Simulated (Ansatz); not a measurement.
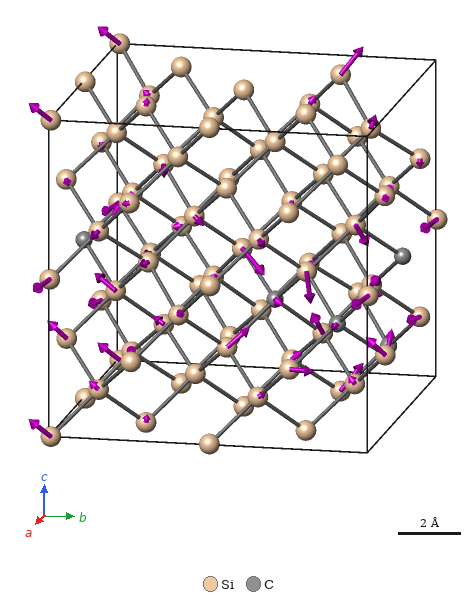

A relaxation of a crystal of Si$_{60}$C$_{4}$ (a generated structure, set up in P1). The starting structure is drawn; purple arrows show the displacements (the part carried along by the change of the cell is left out), 3 times their true length.

The picture is a ball-and-stick view of the cell of the calculation (origin shifted), seen slightly off an axis.

Theory: DFT, PBEsol, PAW, plane waves in Ansatz 0.2.0. (plane-wave cutoff 420 eV; k-point mesh 1 × 1 × 1; mesh shifted by (0.5, 0.5, 0.5); no spin polarisation; cell relaxed at fixed shape; force threshold 0.03 eV/Å; at most 80 steps)

Which element moves most?

Answer. Silicon: up to 0.45 Å, against 0.19 Å for carbon.

Describe the change and its energy.

Answer. A Si atom moves most relative to the cell: 0.45 Å roughly along [1 1 −1]. By element the largest moves are Si 0.45 Å, C 0.19 Å. The volume changes by −0.9 %, with a = b = c 10.640 → 10.608 Å (−0.3 %). Some distances before and after: C–Si 2.325 → 1.968 Å, C–Si 2.352 → 2.005 Å, C–Si 2.301 → 1.960 Å, C–Si 2.328 → 2.012 Å. Bond angles that change, for instance: Si–Si–C 110.2° → 121.8°, Si–Si–Si 108.7° → 120.2°, Si–Si–Si 111.0° → 99.6°. The space group stays P1 (No. 1). Over 6 geometry steps the energy falls by 135 meV per atom. The largest force component goes from 3.8 to 0.013 eV/Å. The pressure goes from 1.83 to 0.00 GPa. The run took 28 s on 7 threads of Arm Neoverse-V2, peak memory 1.9 GiB.
